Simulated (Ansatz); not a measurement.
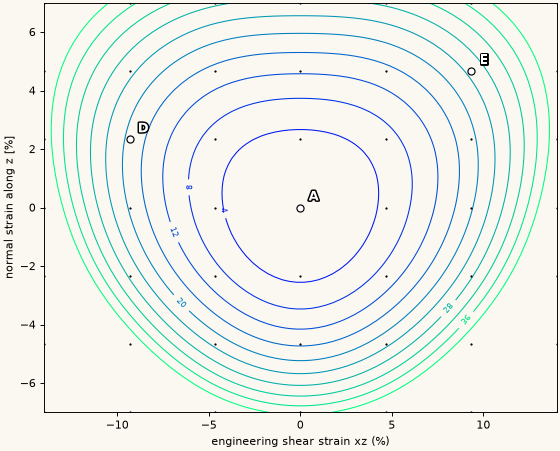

Al (Fm-3m, No. 225; 1 atom in the cell). 
- The energy is mapped over two homogeneous strains (x, y and z along the cube axes).
- Coordinates scanned: (1) engineering shear strain xz; (2) normal strain along z.
- Nothing is relaxed (symmetry fixes all fractional coordinates).
- The grid has 7 × 7 points; 28 points were computed and 21 follow by symmetry.
- Points are written as (first, second).
- Energies: meV/atom, counted from the lowest grid point.
- Theory: DFT LDA+D3(BJ), scalar-relativistic, plane waves, PAW (Ansatz). Settings: cutoff 420 eV, k-mesh 20×20×20, gaussian smearing 0.15 eV, no spin polarisation.

Drawn: contour lines labelled in meV/atom (none above 40), dots at the grid points, lettered points. Between grid points the surface is interpolated.

**Rank the lettered points by energy, lowest first.**

A (0 meV/atom), D (19 meV/atom), E (25 meV/atom).

**What kind of point is each of A, D, E: minimum, saddle, maximum or slope?**

A: minimum; D: on a slope; E: on a slope. (In these two coordinates alone; a stationary point may lie a little off the grid point.)

PAW datasets: the set soft_1.
